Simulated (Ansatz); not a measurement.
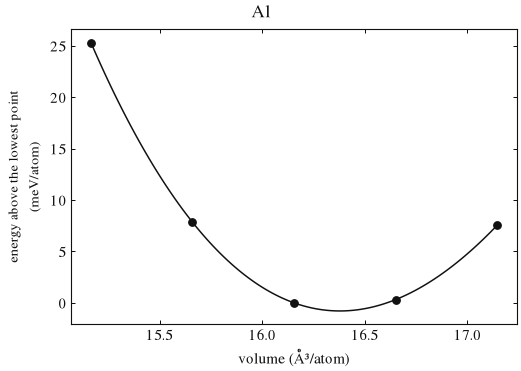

The figure shows the energy above the lowest point against volume for Al, space group Fm-3m (No. 225) (one of a set of cubic test structures, which need not be the stable phase).

How it was computed, with Ansatz 0.2.0 development build: equation of state of a cubic crystal from periodic Kohn-Sham density functional theory without spin, third-order Birch-Murnaghan fit to the free energies; pressure corrected for the finite basis. Level: HSE06.

structure type fcc; atoms in cell 1; space group number 225; lattice centring face-centred primitive; k mesh 6×6×6; occupation method Fermi–Dirac; occupation width 0.1 eV; wave cutoff 420 eV; datasets soft-1 PAW; density tolerance 1e−07 eV; bands 6; density cutoff ratio 4; search for lower states default; exchange singularity Wigner-Seitz.

From this curve and the settings, what does the calculation give for the pressure at the same points?

The pressure falls from 7.4 GPa at volume 15.17 Å³/atom to −3.3 GPa at 17.14 Å³/atom, and changes sign near 16.39 Å³/atom.

```tsv
volume (Å³/atom)	pressure (GPa)
15.17	7.4
15.66	4.0
16.16	1.2
16.65	-1.3
17.14	-3.3
```

Keep in mind: coarse k-mesh, values are not converged in k.
